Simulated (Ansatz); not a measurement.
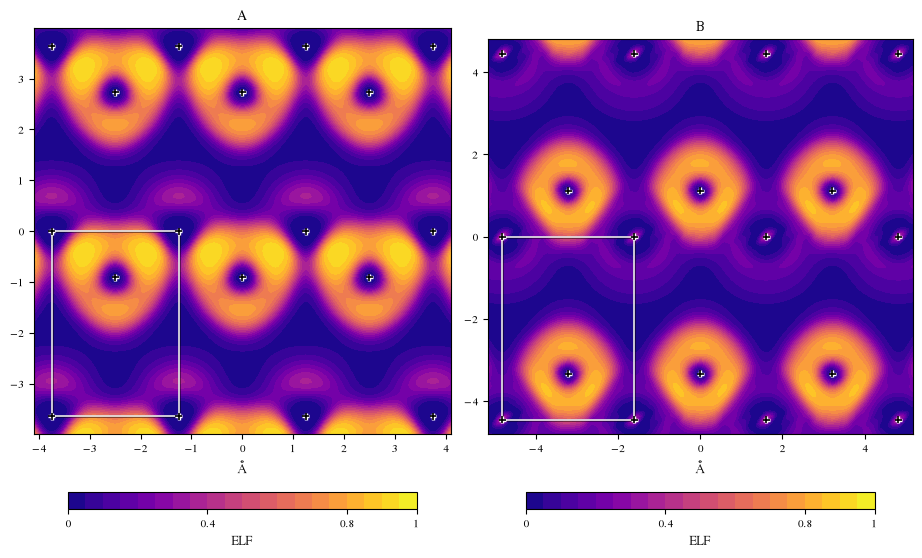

The electron localisation function of 2 systems, each on a plane through atoms (crosses mark nuclei in the plane).

These are results of Ansatz, DFT, HSE06, plane waves, PAW, not measurements.

System 1: BN, the (100) plane of the conventional cell. Space group I-4m2; started from the zincblende prototype, which need not be the ambient phase; changed on purpose from its base cell (epitaxial xy strain -2.0%); computed pressure about 9 GPa in this cell.

```xyz
4
Lattice="1.7687 1.7687 0.0000 -1.7687 1.7687 0.0000 0.0000 0.0000 3.6403" Properties=species:S:1:pos:R:3 pbc="T T T"
B     0.0000    0.0000    0.0000
B     0.0000    1.7687    1.8202
N     0.8844    0.8844    0.9101
N    -0.8844    0.8844    2.7302
```

System 2: GaN, the (100) plane of the conventional cell. Space group I-4m2; started from the zincblende prototype, which need not be the ambient phase; changed on purpose from its base cell (epitaxial xy strain +1.0%).

```cif
data_structure
_symmetry_space_group_name_H-M 'P 1'
_symmetry_Int_Tables_number 1
_cell_length_a 3.2123
_cell_length_b 3.2123
_cell_length_c 4.4488
_cell_angle_alpha 90.000
_cell_angle_beta 90.000
_cell_angle_gamma 90.000
_cell_volume 45.91
loop_
_atom_site_label
_atom_site_type_symbol
_atom_site_fract_x
_atom_site_fract_y
_atom_site_fract_z
_atom_site_occupancy
Ga1 Ga 0.00000 0.00000 0.00000 1
Ga2 Ga 0.50000 0.50000 0.50000 1
N1 N 0.00000 0.50000 0.25000 1
N2 N 0.50000 0.00000 0.75000 1
```

Question: Which map belongs to which system?

Answer: Panel A is system 1, BN: the plane holds B and N. B–N (1.55 Å): the ELF peaks at about 0.95 between the atoms; a shared but strongly polarised pair. Panel B is system 2, GaN: the plane holds Ga and N. Ga–N (1.95 Å): the ELF peaks at about 0.85 in the valence shell of N, 0.7 Å from its nucleus, and is about 0.50 at the midpoint.
